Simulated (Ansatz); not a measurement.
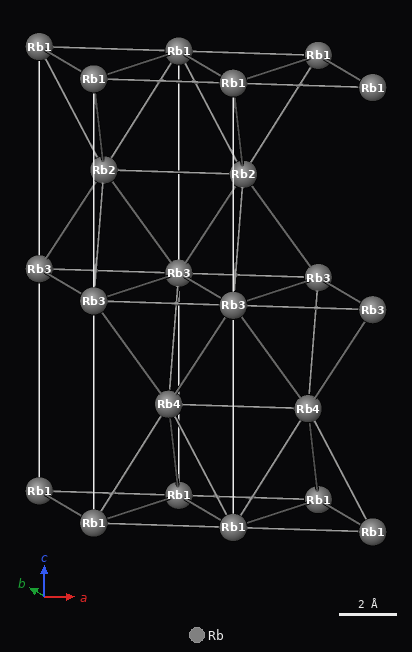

This is a crystal of Rb (set up in P6_3/mmc). A ball-and-stick model of the cell of the calculation, repeated 2 × 1 × 1 with one cell outlined, seen slightly off an axis.

All numbers below come from DFT PBE+D3(BJ), scalar-relativistic, plane waves, PAW in Ansatz 0.2.0. Settings: plane-wave cutoff 420 eV; k-point mesh 12 × 12 × 4; occupations gaussian; smearing width 0.1 eV; no spin polarisation.

Change: Every rubidium atom is replaced by sodium, which gives Na. Cell and atoms are relaxed again (to zero pressure within 0.1 GPa, forces under 0.01 eV/Å).

Input file:
```yaml
crystal:
  lattice:
    - [3.6497977387, 0.0, 0.0]
    - [-1.8248988693, 3.1608175604, 0.0]
    - [0.0, 0.0, 11.8356927008]
  atoms:
    - { symbol: Na, position: [0.0, 0.0, 0.0] }
    - { symbol: Na, position: [0.3333333333, 0.6666666667, 0.75] }
    - { symbol: Na, position: [0.0, 0.0, 0.5] }
    - { symbol: Na, position: [0.6666666667, 0.3333333333, 0.25] }
basis:
  ecutwfc: 420
kpoints:
  mp_grid: { grid: [12, 12, 4] }
hamiltonian:
  xc: pbe
  dispersion: d3bj
scf:
  occupations: { method: gaussian, width: 0.1 }
output:
  forces: true
  stress: true
  eigenvalues: true
relax:
  adjacent_minimum: "off"
  f_tol: 0.01
  max_steps: 60
  cell: { stress_tol: 0.1 }
```

Command:
```bash
ansatz run input.yaml --threads 1 --pin off --max-ram 2560MiB --backend cpu --events-out ev --progress --plain --runs-dir out
```

### What does the calculation give for the changed structure?

The volume per atom goes from 85.95 to 34.14 Å³. Both are metals. Cell: a = b 4.956 → 3.650 Å (−26.4 %), c 16.161 → 11.836 Å (−26.8 %). Volume −60.3 %. The space group stays P6_3/mmc (No. 194).

The changed structure in the same view:

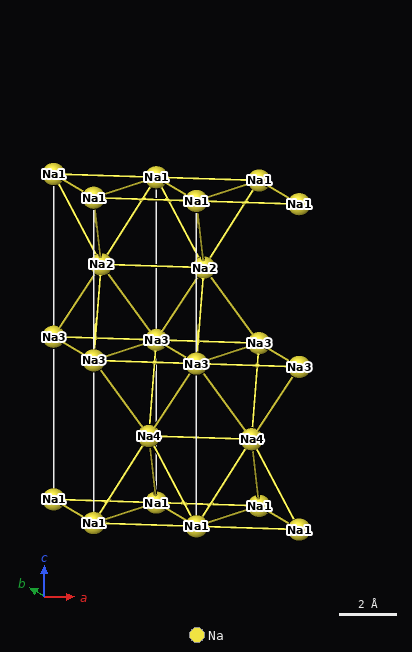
